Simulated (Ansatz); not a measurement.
# Calculations on MoP and related structures

Part 1: Relaxation

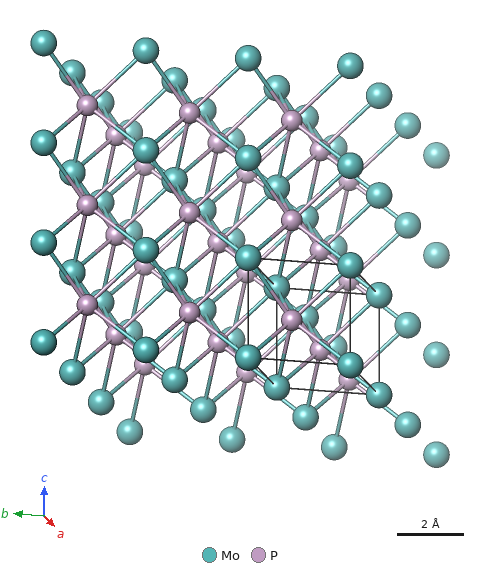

Starting structure of a crystal of MoP (set up in P-6m2). The picture is a ball-and-stick view of the cell of the calculation, repeated 3 × 3 × 3 with one cell outlined, seen from a free direction.

These are results of DFT PBE, scalar-relativistic, plane waves, PAW (Ansatz 0.2.0), not measurements.

Input file:
```yaml
crystal:
  lattice:
    - [3.2230000535, 0.0, 0.0]
    - [-1.6115000268, 2.7911999227, 0.0]
    - [0.0, 0.0, 3.191]
  atoms:
    - { symbol: Mo, position: [0.0, 0.0, 0.0] }
    - { symbol: P, position: [0.3333333333, 0.6666666667, 0.5] }
basis:
  ecutwfc: 420
kpoints:
  mp_grid: { grid: [18, 18, 14] }
hamiltonian:
  xc: pbe
scf:
  occupations: { method: gaussian, width: 0.1 }
output:
  forces: true
  stress: true
  eigenvalues: true
  write_density: true
  write_potential: true
  elf: true
  volumetric_format: npy
relax:
  adjacent_minimum: "off"
  f_tol: 0.005
  max_steps: 80
  cell: { stress_tol: 0.05 }
```

Launched with:
```bash
ansatz run input.yaml --threads 4 --pin off --max-ram 10240MiB --backend cpu --events-out ev --progress --plain --runs-dir out
```

Q: Where does the relaxation end?

A: The atoms keep their places relative to the cell (all moves are under 0.005 Å). Cell: a = b 3.223 → 3.241 Å (+0.6 %), c 3.191 → 3.195 Å (+0.1 %). Volume +1.3 %. Among the contacts that change: Mo1–P2 2.451 → 2.460 Å. The space group stays P-6m2 (No. 187). Over 2 accepted moves (3 points after the start) the energy falls by 1.5 meV per atom. All forces vanish by symmetry, so only the cell relaxes. Pressure: 2.69 GPa at the start and −0.01 GPa at the end. The SCF was repeated once at an unchanged geometry on a basis and grid sized afresh for the cell, which shifted the energy by less than 0.05 meV per atom at most. The run took 14 s on 4 threads of Oxide Virtual Turin-like Processor (Zen 5), on a shared host, peak memory 0.5 GiB.

Part 2: Relaxation

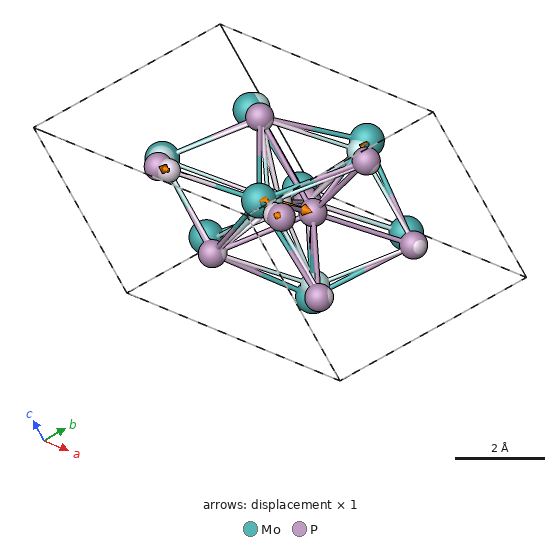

This is a relaxation of a defect cell of composition Mo8P9. The starting structure is drawn faded, the final one solid; orange arrows show the displacements, at their true length.

The picture is a ball-and-stick view of the cell of the calculation (origin shifted), seen from a free direction.

Case: P interstitial, charge +0, atoms relaxed. The atoms of the start lie slightly off their symmetric places, so part of the fall in energy undoes that.

The calculation used DFT PBE, scalar-relativistic, plane waves, PAW (Ansatz). Set-up: plane-wave cutoff 420 eV; k-point mesh 4 × 4 × 4; occupations gaussian; smearing width 0.1 eV; no spin polarisation; atoms relaxed in a fixed cell; force threshold 0.02 eV/Å; at most 60 steps.

Q: Atoms of which element are displaced furthest, and by how much?

A: Phosphorus: up to 0.88 Å, against 0.31 Å for molybdenum.

Q: Describe the change and its energy.

A: After 8 accepted moves (9 points after the start) the energy has fallen by 5.320 eV per cell of the calculation. The largest force component goes from 7.8 to 0.0056 eV/Å. 1 step only repeated the SCF at the same geometry. A P atom moves most: 0.88 Å roughly along +a. By element the largest moves are P 0.88 Å, Mo 0.31 Å. The lattice vectors keep their values. Some distances before and after: Mo–P 2.862 → 3.653 Å, P–P 3.221 → 2.484 Å, Mo–P 2.953 → 3.653 Å, P–P 3.138 → 2.484 Å. Bond angles that change, for instance: Mo–P–P 174.1° → 140.0°, P–P–P 114.1° → 83.1°, Mo–P–P 169.9° → 140.0°. Cost: 3.3 min on 4 threads of Oxide Virtual Turin-like Processor (Zen 5) (shared host), peak memory 1.2 GiB.

Limits of the set-up: the periodic images lie only 6.4 Å apart, so the values are limited by the cell's size.

Part 3: Path

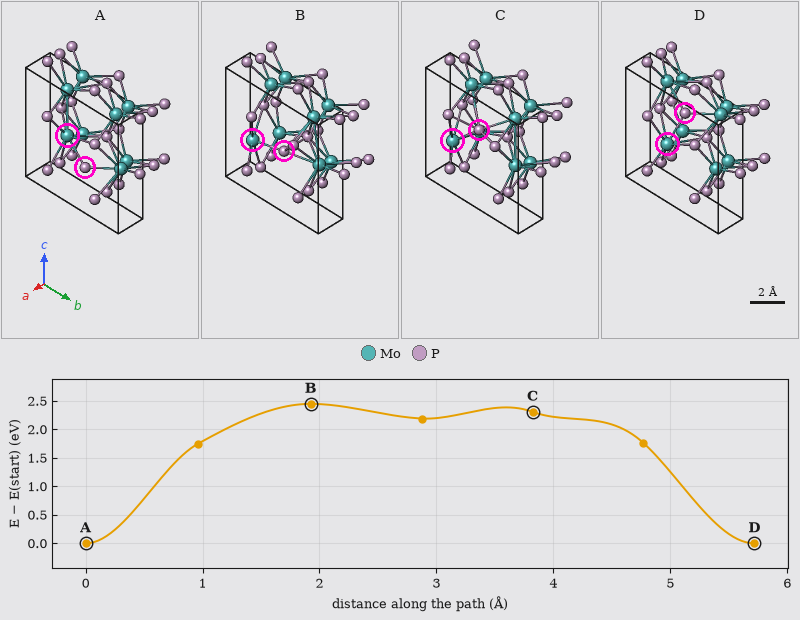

A search for the minimum-energy path of a defect cell of composition Mo8P9 (17 atoms in the cell) by the nudged elastic band. Images are numbered from 0 (start) to 6 (end). Frames A to D are images 0, 2, 4, 6. The picture is a ball-and-stick view of the simulation cell (origin moved), seen slightly off an axis. The atoms that move most are ringed. Bonds to atoms that aren't drawn are left out.

These are results of Ansatz, DFT PBE, scalar-relativistic, plane waves, PAW, not measurements. Set-up: plane-wave cutoff 420 eV; k-point mesh 4 × 4 × 4; Gaussian smearing 0.1 eV; 5 movable images; climbing image.

What happens along the path, and what is the barrier?

Answer. The barrier is about 2.45 eV in both directions, with image 2 at the top; the ends have the same energy. The profile has 2 maxima (images 2, 4) with a dip at image 3 (+2.19 eV), so the process runs in steps. The path has more than one stage, and so few images may leave a stage unresolved. A P atom travels furthest, 3.24 Å from end to end, along +c, on a path that bends up to 0.47 Å away from the straight line. At the highest image its nearest neighbour (P) is 2.11 Å away, against 2.17 Å at the start, and the surrounding atoms stand up to 1.04 Å off the mean of their end positions. The band converged in 41 iterations. The largest component of the band force went from 280 to 0.031 eV/Å. The climbing image converged on the top of the path. Its curvatures weren't checked.

Limits of the set-up: the periodic images lie only 6.4 Å apart, so the values are limited by the cell's size.

Cost: 65 min on 4 threads of Oxide Virtual Turin-like Processor (Zen 5), on a shared host, peak memory 3.9 GiB.
